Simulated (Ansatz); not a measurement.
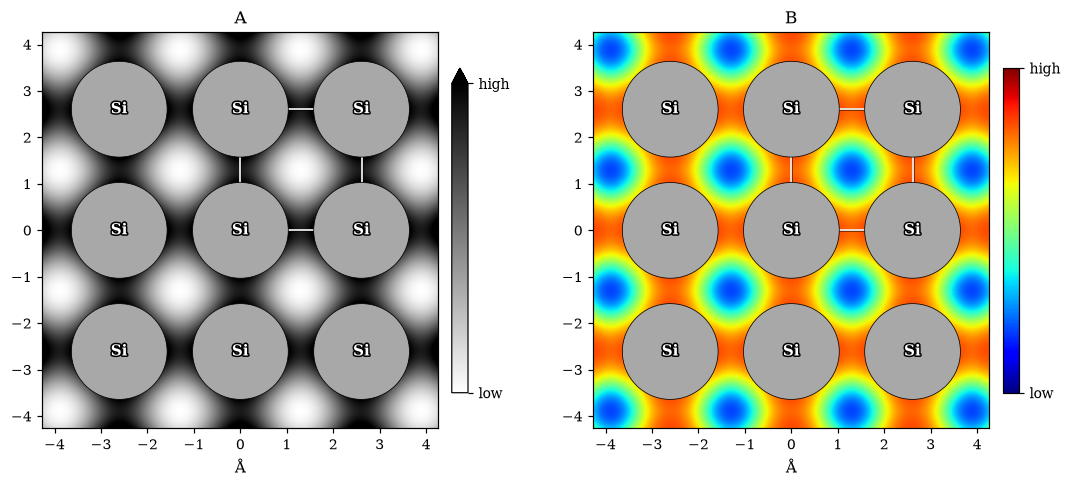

Si: 2 fields on the (001) plane of the conventional cell, with unlabelled colour scales. Grey discs cover the atomic cores.

Space group Pm-3m; set up as Si, simple cubic; a generated structure, not necessarily the stable one; changed on purpose from its base cell (volume × 1.12); computed pressure about −9 GPa in this cell.

All numbers below come from Ansatz, DFT, PBEsol, plane waves (420 eV) with PAW, scalar-relativistic.

Match the panels to the quantities (electron localisation function and valence pseudo-density).

Panel A: valence pseudo-density. Panel B: electron localisation function. From the grid: Si–Si (2.61 Å): ρ at the midpoint is about 0.35 e/Å³; the ELF peaks at about 0.85 between the atoms.
